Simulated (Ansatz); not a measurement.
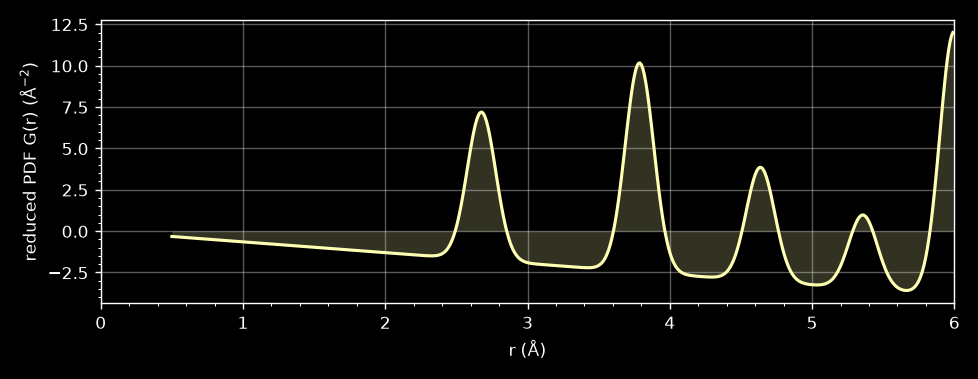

Computed X-ray G(r), with each pair weighted by the product of the atomic numbers (X-ray weights at Q = 0) and a uniform peak width σ = 0.10 Å.

Candidate polymorphs:

A. 
```cif
data_structure
_symmetry_space_group_name_H-M 'P6_3/mmc'
_symmetry_Int_Tables_number 194
_cell_length_a 3.0351
_cell_length_b 3.0351
_cell_length_c 4.7008
_cell_angle_alpha 90.000
_cell_angle_beta 90.000
_cell_angle_gamma 120.000
_cell_volume 37.50
loop_
_atom_site_label
_atom_site_type_symbol
_atom_site_symmetry_multiplicity
_atom_site_Wyckoff_symbol
_atom_site_fract_x
_atom_site_fract_y
_atom_site_fract_z
_atom_site_occupancy
Ge1 Ge 2 c 0.33333 0.66667 0.25000 1
```

B. 
```cif
data_structure
_symmetry_space_group_name_H-M 'Pm-3m'
_symmetry_Int_Tables_number 221
_cell_length_a 2.6816
_cell_length_b 2.6816
_cell_length_c 2.6816
_cell_angle_alpha 90.000
_cell_angle_beta 90.000
_cell_angle_gamma 90.000
_cell_volume 19.28
loop_
_atom_site_label
_atom_site_type_symbol
_atom_site_symmetry_multiplicity
_atom_site_Wyckoff_symbol
_atom_site_fract_x
_atom_site_fract_y
_atom_site_fract_z
_atom_site_occupancy
Ge1 Ge 1 a 0.00000 0.00000 0.00000 1
```

C. 
```cif
data_structure
_symmetry_space_group_name_H-M 'P6/mmm'
_symmetry_Int_Tables_number 191
_cell_length_a 4.9088
_cell_length_b 4.9088
_cell_length_c 2.7863
_cell_angle_alpha 90.000
_cell_angle_beta 90.000
_cell_angle_gamma 120.000
_cell_volume 58.14
loop_
_atom_site_label
_atom_site_type_symbol
_atom_site_symmetry_multiplicity
_atom_site_Wyckoff_symbol
_atom_site_fract_x
_atom_site_fract_y
_atom_site_fract_z
_atom_site_occupancy
Ge1 Ge 1 a 0.00000 0.00000 0.00000 1
Ge2 Ge 2 d 0.33333 0.66667 0.50000 1
```

Origins: A, the input geometry of an electronic-structure calculation (not necessarily at equilibrium); the starting structure was generated, so it need not be a known form of this composition; B, the geometry relaxed with DFT, r2SCAN, plane waves (500 eV) with PAW, scalar-relativistic (Ansatz 0.2.0); the starting structure was generated, so it need not be a known form of this composition; C, the input geometry of an electronic-structure calculation (not necessarily at equilibrium); the starting structure was generated, so it need not be a known form of this composition.

### From which structure was the curve computed?

Candidate B, Ge, Pm-3m (first clear peaks at 2.68 Å (Ge–Ge) and 3.79 Å (Ge–Ge)). The others: C would give first clear peaks at 2.81 Å (Ge–Ge) and 3.16 Å (Ge–Ge); A would give first clear peaks at 2.98 Å (Ge–Ge) and 4.22 Å (Ge–Ge).
